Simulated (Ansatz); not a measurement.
# How many bands does the GW gap of MoPbO4 (Wulfenite) need?

How do accuracy and time trade against each other in G0W0 on MoPbO4 (Wulfenite)?

Calculated with Ansatz 0.2.0; G0W0 on r2SCAN, plane waves, PAW.

## (1) The structure

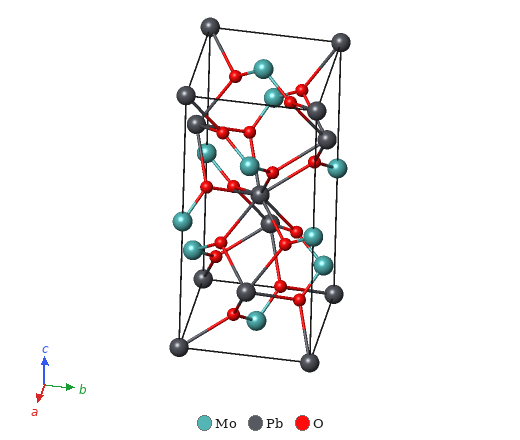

The starting structure, seen slightly off an axis (molybdenum teal, lead dark grey, oxygen red). This picture shows the conventional cell, with its axes. Some periodic images of atoms are drawn too.

The cell and positions come from the Crystallography Open Database and are kept as given unless a step says otherwise. Spin-orbit coupling is left out unless a step names it.

## (2) 405 empty bands, screening to 100 eV

G0W0 replaces the xc potential by the self-energy, built once from these orbitals. Only a window of levels is corrected, while the sums run over the empty bands that the input names. This step takes hard PAW files.

input.yaml reads:

```yaml
crystal:
  lattice:
    - [-2.7156, 2.7156, 6.05325]
    - [2.7156, -2.7156, 6.05325]
    - [2.7156, 2.7156, -6.05325]
  atoms:
    - { symbol: Mo, position: [0.25, 0.75, 0.5] }
    - { symbol: Mo, position: [0.5, 0.5, 0.0] }
    - { symbol: Pb, position: [0.75, 0.25, 0.5] }
    - { symbol: Pb, position: [0.0, 0.0, 0.0] }
    - { symbol: O, position: [0.0323, 0.9041, 0.5986] }
    - { symbol: O, position: [0.6541, 0.5555, 0.3718] }
    - { symbol: O, position: [0.3055, 0.4337, 0.4014] }
    - { symbol: O, position: [0.1837, 0.2823, 0.6282] }
    - { symbol: O, position: [0.7177, 0.3459, 0.9014] }
    - { symbol: O, position: [0.0959, 0.6945, 0.1282] }
    - { symbol: O, position: [0.4445, 0.8163, 0.0986] }
    - { symbol: O, position: [0.5663, 0.9677, 0.8718] }
kpoints:
  mp_grid: { grid: [4, 4, 4] }
hamiltonian:
  xc: r2scan
  pseudopotentials: { kind: paw, source: ansatz }
scf:
  occupations: { method: fixed }
gw:
  n_empty_bands: 405
  ecut_chi: 100.0
  qp_bands: [v4, c4]
  qp_kpoints: band_edges
  screening: { model: contour_deformation }
```

Run with:

```
ansatz run input.yaml --threads 4 --pin off --max-ram 138240MiB --backend cuda --events-out ev --progress --plain --runs-dir out --devices 1 --max-vram 26GiB
```

Numbers of over 12 decimals in the logs are rounded to 6 here.

Log:

```text
GPUs: using 1 of 1 available (devices: 1).
Engine: ansatz 0.2.0, x86_64-unknown-linux-gnu
Pseudopotentials: kind: paw
Pseudopotential: Mo, paw, valence charge 14, recommended cutoff 500 eV (normal), Mo.paw.azcp
Pseudopotential: Pb, paw, valence charge 22, recommended cutoff 580 eV (normal), Pb.paw.azcp
Pseudopotential: O, paw, valence charge 6, recommended cutoff 1050 eV (meta_gga), O.paw.azcp
Functional definition: r2SCAN
  parameter k0 = 0.174
  parameter k1 = 0.065
  parameter a1 = 4.9479
  exchange = r2scan_x(k0 = k0, k1 = k1, a1 = a1)
  correlation = r2scan_c
device memory: the entry about to start is reckoned to put 6.1 GiB on a device that reports 70.2 GiB free (of which the cap on the GPU budget leaves the run 26.0 GiB)
GPU FFT provider: cuFFT
GPU libraries: cuBLAS 13.8.2, cuFFT 12.4.0, cuSOLVER 12.3.4
Crystal: 12 atoms, lattice volume = 178.558 Å³
Basis set: ecut = 1050 eV, 13731 PW (Γ), exchange–correlation on 360×360×360 points (64 copies of the dense FFT grid, shifted against one another)
Bands: 72, of which v1, the nominal top of the filled ones, is band 60 counted from 1 (59 counted from 0)
Symmetry: 8 space group operations
Space group: I41/a (ITA 88), of the structure as read, at distance tolerance 5.6e-5 Å
k-points: 14 of 64
Non-local potential: Mo, projectors of the file, l = 0: 3, l = 1: 3, l = 2: 2, l = 3: 2
Non-local potential: Pb, projectors of the file, l = 0: 3, l = 1: 3, l = 2: 3, l = 3: 2
Non-local potential: O, projectors of the file, l = 0: 2, l = 1: 2, l = 2: 1
PAW form: soft (Blöchl's): semilocal exchange-correlation on the pseudo side does not see the compensation charge
PAW frozen core: Mo, regenerated for the run's functional (the file was generated under x = pbe(κ = 0.804, μ = 0.219515), c = pbe(β = 0.066725))
PAW frozen core: Pb, regenerated for the run's functional (the file was generated under x = pbe(κ = 0.804, μ = 0.219515), c = pbe(β = 0.066725))
PAW frozen core: O, regenerated for the run's functional (the file was generated under x = pbe(κ = 0.804, μ = 0.219515), c = pbe(β = 0.066725))
PAW one-centre angular grid: Mo, 590 points (default); XC on 203 of its mesh's 507 points in the sphere
PAW one-centre angular grid: Pb, 590 points (default); XC on 219 of its mesh's 545 points in the sphere
PAW one-centre angular grid: O, 302 points (default); XC on 160 Gauss nodes
Initial density: superposition of atomic densities (chi_scale 0.1, normalization cell, long waves kept (reshape's long-wave potential 0.04 eV rms))
Initial wavefunctions: pseudopotential atomic-orbital guess
GPU buffer pool allocated for 729000 grid points (all kernels)
GPU transforms: local potential and band sums: pruned to the plane-wave sphere, on 80×80×80
Functional: x = r2scan, c = r2scan; τ floored in thin density (d = 2e-4 eV/Å³)
SCF iter   1: F=—  HF=-45104.145429 eV  |F-HF|=—  |Δ(HF+E_count)|=         —  Δρ=1.16e-1  dr2=2.91e1  dr2_τ=8.92e0  ethr=3.10e-3  ⟨swp⟩=5.0  Hψ=3159  notcnv=0  defer=126
preconditioner: auto → Resta (q_TF=auto, 2.553 Å⁻¹)  ε∞=4.0  [insulator: Δε(μ)=4.785 eV  Ē_g=15.036 eV  n_scr=44 (ndim 8)  ℏωp=26.1 eV  f_vac=0.016  ε∞_Penn≈4.0]
SCF iter   2: F=—  HF=-45098.971106 eV  |F-HF|=—  |Δ(HF+E_count)|=    5.17e0  Δρ=6.20e-2  dr2=4.40e0  dr2_τ=8.04e0  ethr=3.10e-3  ⟨swp⟩=3.1  Hψ=2009  notcnv=0  defer=125
SCF iter   3: F=—  HF=-45098.624240 eV  |F-HF|=—  |Δ(HF+E_count)|=   3.47e-1  Δρ=2.59e-2  dr2=7.39e-1  dr2_τ=1.13e-1  ethr=3.10e-3  ⟨swp⟩=2.1  Hψ=1415  notcnv=0  defer=111
SCF iter   4: F=—  HF=-45098.688743 eV  |F-HF|=—  |Δ(HF+E_count)|=   6.45e-2  Δρ=6.15e-3  dr2=5.90e-2  dr2_τ=2.43e-2  ethr=6.16e-4  ⟨swp⟩=2.4  Hψ=1658  notcnv=0  defer=133
SCF iter   5: F=—  HF=-45098.688620 eV  |F-HF|=—  |Δ(HF+E_count)|=   1.23e-4  Δρ=1.38e-3  dr2=2.61e-3  dr2_τ=1.01e-3  ethr=4.91e-5  ⟨swp⟩=2.0  Hψ=1262  notcnv=0  defer=140
SCF iter   6: F=—  HF=-45098.689669 eV  |F-HF|=—  |Δ(HF+E_count)|=   1.05e-3  Δρ=3.69e-4  dr2=2.59e-4  dr2_τ=6.66e-5  ethr=2.17e-6  ⟨swp⟩=3.0  Hψ=1790  notcnv=0  defer=140
SCF iter   7: F=—  HF=-45098.689762 eV  |F-HF|=—  |Δ(HF+E_count)|=   9.24e-5  Δρ=6.09e-5  dr2=8.57e-6  dr2_τ=1.63e-6  ethr=2.16e-7  ⟨swp⟩=2.0  Hψ=1237  notcnv=0  defer=110
SCF iter   8: F=—  HF=-45098.689766 eV  |F-HF|=—  |Δ(HF+E_count)|=   4.23e-6  Δρ=2.65e-5  dr2=2.02e-6  dr2_τ=3.46e-7  ethr=7.14e-9  ⟨swp⟩=2.0  Hψ=1464  notcnv=0  defer=109
SCF iter   9: F=—  HF=-45098.689766 eV  |F-HF|=—  |Δ(HF+E_count)|=   1.39e-7  Δρ=6.80e-6  dr2=1.31e-7  dr2_τ=3.28e-8  ethr=1.68e-9  ⟨swp⟩=2.3  Hψ=1616  notcnv=0  defer=109
SCF iter  10: F=-45098.689766 eV  HF=-45098.689766 eV  |F-HF|=2.27e-9  |Δ(HF+E_count)|=   1.32e-8  Δρ=1.20e-6  dr2=3.64e-9  dr2_τ=1.70e-10  ethr=8.33e-11  ⟨swp⟩=10.1  Hψ=3370  notcnv=0
SCF 1 converged in 10 iterations: F = -45098.689766 eV  dr2 = 3.64e-9
  greatest PAW one-centre occupation: 1.000 electrons in one spin orbital (limit 2), on the Pb atom at site 3 (counted from 0), in its partial waves of l = 0
device memory: the entry about to start is reckoned to put 6.5 GiB (of the 6.8 GiB reckoned in all, the device holds 0.3 GiB already) on a device that reports 65.8 GiB free (of which the cap on the GPU budget leaves the run 25.7 GiB)
NSCF: frozen V_eff on 14 k-points
the band table was solved once the SCF had ended and its energy, with any forces and stress, was formed, with the checks that follow a solve (3839 applications of the Hamiltonian). They found nothing against the state; the energy, forces and stress were not computed again (output.eigenvalues in the input reference)
device memory: the entry about to start is reckoned to put 8.0 GiB on a device that reports 66.1 GiB free (of which the cap on the GPU budget leaves the run 26.0 GiB)
NSCF: frozen V_eff on 14 k-points
G₀W₀ screening: q 1/14
[... further progress lines ...]
device memory: the entry about to start is reckoned to put 1.0 GiB on a device that reports 59.4 GiB free (of which the cap on the GPU budget leaves the run 26.0 GiB)
NSCF: frozen V_eff on 1 k-points
device memory: the entry about to start is reckoned to put 1.0 GiB on a device that reports 59.4 GiB free (of which the cap on the GPU budget leaves the run 26.0 GiB)
NSCF: frozen V_eff on 1 k-points
SCF converged after 10 iterations
Free energy (F): -45098.689766 eV
Harris-Foulkes:  -45098.689766 eV  (|F-HF|=2.27e-9)
Internal energy: -45098.689766 eV  (E = F + TS)
E sigma→0 (E₀):  -45098.689766 eV
Fermi energy:    7.864856 eV
--- Per-component energies (eV) ---
  E_band       = -2052.396938
  E_kinetic    = 4610.484340
  E_local      = -17358.911473  (includes V_loc(G=0)·N_el)
  E_nonlocal   = 3905.803087
  E_hartree    = 5363.078212
  E_xc         = -1833.851006
  E_vxc        = -2330.973954  (∫ρ·V_xc dr)
  E_paw        = -28357.981523  (= ΣΔE_a)
  E_vpaw       = -1764.231091  (= ΣTr[D̂ρ^β])
  E_aug_tail   = -0.000042  (compensation charges beyond the density's cutoff)
  E_vtau       = 159.275385  (kinetic-family band-sum trace: ∫τ·v_τ [+ j·A + Jᵃ·Aᵃ] dr)
  E_ewald      = -11426.437887
  E_core_change = -0.873475  (= ΣΔE_core)
  E_smearing   = -0.000000  (= −TS)
  E_closure    = -0.000000  (closes the sum)
  Σ components = -45098.689766   (vs F -45098.689766, Δ=0.00e0)
--- Band table (eV; the first three rows and the last of 14) ---
  k-point 0: bands = [... 56 lower, 6.9256, 6.9979, 6.9979, 7.1246, 11.2013, 11.6399, 11.9019, 12.1383, ... 8 higher]
  k-point 1: bands = [... 56 lower, 6.6384, 6.8557, 6.9243, 7.6836, 11.3578, 11.3874, 11.6065, 11.8694, ... 8 higher]
  k-point 2: bands = [... 56 lower, 6.6166, 6.6166, 7.7250, 7.7250, 11.5383, 11.5383, 11.8063, 11.8063, ... 8 higher]
  k-point 13: bands = [... 56 lower, 6.7431, 6.7431, 6.9104, 6.9104, 11.7483, 11.7483, 11.8417, 11.8417, ... 8 higher]
--- G₀W₀: contour deformation, 6 samples at zero and on the imaginary axis and 2 off it, 64 q-points, 405 empty bands' worth ---
  eigenvalues of the whole cell's RPA ε∞ on this k-mesh (on a slab, of 1 + 4πα/V) = 4.3413, 4.7004, 4.7004; static W/v taken at q = 0 is 0.217412
  bands read: the sum over 465 bands ends inside a degenerate multiplet in 3 slots, whose members it reads at an even weight; the widest, k=2: bands 465 to 466 (counted from 1) at 1/2 each
  gw.qp_kpoints: band_edges: 14 of 14 stored k-points solved, in 1 pass; an edge of the gap read off the rows below is read off those points alone
    ik  band        ε_KS         Σx   Σc(E_QP)       V_xc       Z   E_QP_lin       E_QP  E_QP is
     0    57      6.9256   -23.6955     3.3237   -20.1978  0.7568     6.7511     6.7515  root
     0    58      6.9979   -25.7101     4.5258   -21.1014  0.7381     6.9149     6.9151  root
     0    59      6.9979   -25.7101     4.5258   -21.1014  0.7381     6.9149     6.9151  root
     0    60      7.1246   -25.1659     3.5484   -21.5449  0.7592     7.0520     7.0521  root
     0    61     11.2013   -15.1085    -4.1885   -20.4945  0.7792    12.4190    12.3988  root
     0    62     11.6399   -15.6896    -4.1012   -21.0390  0.7745    12.9111    12.8881  root
     0    63     11.9019   -16.7740    -4.3713   -22.5484  0.7538    13.3429    13.3049  root
     0    64     12.1383   -16.8920    -4.3963   -22.6470  0.7524    13.5362    13.4970  root
     1    57      6.6384   -25.2502     4.4366   -20.6875  0.7381     6.5121     6.5123  root
     1    58      6.8557   -24.1316     3.4474   -20.5062  0.7570     6.6772     6.6777  root
     1    59      6.9243   -25.6557     4.4991   -21.0735  0.7375     6.8411     6.8412  root
     1    60      7.6836   -23.7236     2.8969   -20.7276  0.7672     7.5842     7.5844  root
     1    61     11.3578   -14.9712    -4.1288   -20.2578  0.7788    12.5350    12.5155  root
     1    62     11.3874   -15.4177    -4.1506   -20.7726  0.7753    12.6132    12.5917  root
     1    63     11.6065   -15.5045    -4.1881   -20.9478  0.7706    12.8866    12.8618  root
     1    64     11.8694   -16.4649    -4.2485   -22.0740  0.7607    13.2625    13.2300  root
     2    57      6.6166   -25.3417     4.6098   -20.6119  0.7331     6.4964     6.4966  root
     2    58      6.6166   -25.3417     4.6098   -20.6119  0.7331     6.4964     6.4966  root
     2    59      7.7250   -24.1914     3.0122   -21.0725  0.7684     7.6183     7.6184  root
     2    60      7.7250   -24.1914     3.0122   -21.0725  0.7684     7.6183     7.6184  root
     2    61     11.5383   -15.8867    -4.2145   -21.3821  0.7661    12.8463    12.8192  root
     2    62     11.5383   -15.8867    -4.2145   -21.3821  0.7661    12.8463    12.8192  root
     2    63     11.8063   -15.6092    -4.1983   -21.0872  0.7705    13.1119    13.0860  root
     2    64     11.8063   -15.6092    -4.1983   -21.0872  0.7705    13.1119    13.0860  root
[...]
13    57      6.7431   -25.1438     4.2243   -20.8162  0.7414     6.6397     6.6400  root
    13    58      6.7431   -25.1438     4.2243   -20.8162  0.7414     6.6397     6.6400  root
    13    59      6.9104   -25.5595     4.5224   -20.9402  0.7374     6.8134     6.8136  root
    13    60      6.9104   -25.5595     4.5224   -20.9402  0.7374     6.8134     6.8136  root
    13    61     11.7483   -16.2942    -4.3272   -21.9691  0.7624    13.1273    13.0960  root
    13    62     11.7483   -16.2942    -4.3272   -21.9691  0.7624    13.1273    13.0960  root
    13    63     11.8417   -16.2123    -4.2578   -21.7808  0.7631    13.1826    13.1525  root
    13    64     11.8417   -16.2123    -4.2578   -21.7808  0.7631    13.1826    13.1525  root
```

Elapsed: 2 min, on 1 × NVIDIA H100 80GB HBM3 (shared by 3 runs) with 4 threads of AMD EPYC 7R13 (Zen 3), shared host; peak memory 5.4 GiB.

Numbers from this step:

* bands summed: 465
* RPA ε∞ on this mesh (eigenvalues): 4.341, 4.700, 4.700
* plane waves in the screening matrix: 413
* q-points in the mesh: 64
* G0W0 gap on the mesh: 4.242 eV
* k of the valence top: 0, 0.25, 0.25
* k of the conduction bottom: 0.25, -0.25, 0.25
* starting gap on the mesh: 3.057 eV
* Z at the valence top: 0.7705
* Z at the conduction bottom: 0.7846
* least direct G0W0 gap on the computed points: 4.333 eV

The gap on the mesh goes from 3.06 eV to 4.24 eV, a correction of +1.18 eV. Between the two edge states, bare exchange in place of the xc potential would open the gap by 8.21 eV, and correlation takes back 7.03 eV.

## (3) 898 empty bands, screening to 170 eV

Bands and screening cutoff are moved together, since each hides the error of the other.

input.yaml: that of step 2 with these lines changed.

```diff
@@ -26,4 +26,4 @@
 gw:
-  n_empty_bands: 405
-  ecut_chi: 100.0
+  n_empty_bands: 898
+  ecut_chi: 170.0
   qp_bands: [v4, c4]
```

Log:

```text
GPUs: using 1 of 1 available (devices: 1).
[...]
GPU FFT provider: cuFFT
GPU libraries: cuBLAS 13.8.2, cuFFT 12.4.0, cuSOLVER 12.3.4
Crystal: 12 atoms, lattice volume = 178.558 Å³
Basis set: ecut = 1050 eV, 13731 PW (Γ), exchange–correlation on 360×360×360 points (64 copies of the dense FFT grid, shifted against one another)
Bands: 72, of which v1, the nominal top of the filled ones, is band 60 counted from 1 (59 counted from 0)
Symmetry: 8 space group operations
[...]
k-points: 14 of 64
[...]
GPU buffer pool allocated for 729000 grid points (all kernels)
[...]
SCF iter   1: F=—  HF=-45104.145429 eV  |F-HF|=—  |Δ(HF+E_count)|=         —  Δρ=1.16e-1  dr2=2.91e1  dr2_τ=8.92e0  ethr=3.10e-3  ⟨swp⟩=5.0  Hψ=3159  notcnv=0  defer=126
[...]
SCF iter  10: F=-45098.689766 eV  HF=-45098.689766 eV  |F-HF|=2.27e-9  |Δ(HF+E_count)|=   1.32e-8  Δρ=1.20e-6  dr2=3.64e-9  dr2_τ=1.70e-10  ethr=8.33e-11  ⟨swp⟩=10.1  Hψ=3370  notcnv=0
SCF 1 converged in 10 iterations: F = -45098.689766 eV  dr2 = 3.64e-9
[...]
NSCF: frozen V_eff on 14 k-points
[...]
G₀W₀ screening: q 1/14
[... further progress lines ...]
[...]
SCF converged after 10 iterations
Free energy (F): -45098.689766 eV
[...]
Internal energy: -45098.689766 eV  (E = F + TS)
E sigma→0 (E₀):  -45098.689766 eV
Fermi energy:    7.864856 eV
[...]
--- Band table (eV; the first three rows and the last of 14) ---
  k-point 0: bands = [... 56 lower, 6.9256, 6.9979, 6.9979, 7.1246, 11.2013, 11.6399, 11.9019, 12.1383, ... 8 higher]
  k-point 1: bands = [... 56 lower, 6.6384, 6.8557, 6.9243, 7.6836, 11.3578, 11.3874, 11.6065, 11.8694, ... 8 higher]
  k-point 2: bands = [... 56 lower, 6.6166, 6.6166, 7.7250, 7.7250, 11.5383, 11.5383, 11.8063, 11.8063, ... 8 higher]
  k-point 13: bands = [... 56 lower, 6.7431, 6.7431, 6.9104, 6.9104, 11.7483, 11.7483, 11.8417, 11.8417, ... 8 higher]
[...]
0    57      6.9256   -23.6955     3.0617   -20.1978  0.7527     6.4867     6.4896  root
     0    58      6.9979   -25.7101     4.2568   -21.1014  0.7333     6.6440     6.6460  root
     0    59      6.9979   -25.7101     4.2568   -21.1014  0.7333     6.6440     6.6460  root
     0    60      7.1246   -25.1659     3.2620   -21.5449  0.7553     6.7639     6.7656  root
     0    61     11.2013   -15.1085    -4.4394   -20.4945  0.7755    12.1599    12.1479  root
     0    62     11.6399   -15.6896    -4.3641   -21.0390  0.7705    12.6389    12.6252  root
     0    63     11.9019   -16.7740    -4.6574   -22.5484  0.7490    13.0415    13.0188  root
     0    64     12.1383   -16.8920    -4.6882   -22.6470  0.7477    13.2275    13.2050  root
[...]
13    61     11.7483   -16.2942    -4.6029   -21.9691  0.7580    12.8391    12.8203  root
    13    62     11.7483   -16.2942    -4.6029   -21.9691  0.7580    12.8391    12.8203  root
    13    63     11.8417   -16.2123    -4.5330   -21.7808  0.7587    12.8950    12.8772  root
    13    64     11.8417   -16.2123    -4.5330   -21.7808  0.7587    12.8950    12.8772  root
```

The job ended after 4 min (1 × NVIDIA H100 80GB HBM3 (shared by 3 runs) with 4 threads; peak memory 8.8 GiB).

This step gave:

* bands summed: 958
* RPA ε∞ on this mesh (eigenvalues): 4.321, 4.680, 4.680
* plane waves in the screening matrix: 909
* q-points in the mesh: 64
* G0W0 gap on the mesh: 4.304 eV
* k of the valence top: 0, 0.25, 0.25
* k of the conduction bottom: 0.25, -0.25, 0.25
* starting gap on the mesh: 3.057 eV
* Z at the valence top: 0.7663
* Z at the conduction bottom: 0.7810
* least direct G0W0 gap on the computed points: 4.390 eV

Against the run with 4×4×4 mesh, 405 empty bands, screening to 100 eV, hard PAW files, the gap moves by +0.06 eV.

[end of part 1 of 2]

[Paths, hosts, dates, memory and timing lines, banners, echoed tables and standing remarks are left out of the program output.]

[Logs are printed without paths, hosts, clocks, repeated set-up lines and the standing remarks that a program may print on its own settings, such as how far it seeks lower states.]

[Runs of the session that timed out or met a known fault of the program may be left out.]

[Cells called generated may have been cut or substituted from an entry of the Crystallography Open Database or the Materials Project.]

[Hosts, paths, dates, database ids (printed as entryN), source tags and the programs' standing remarks are cut or masked in the printed files.]
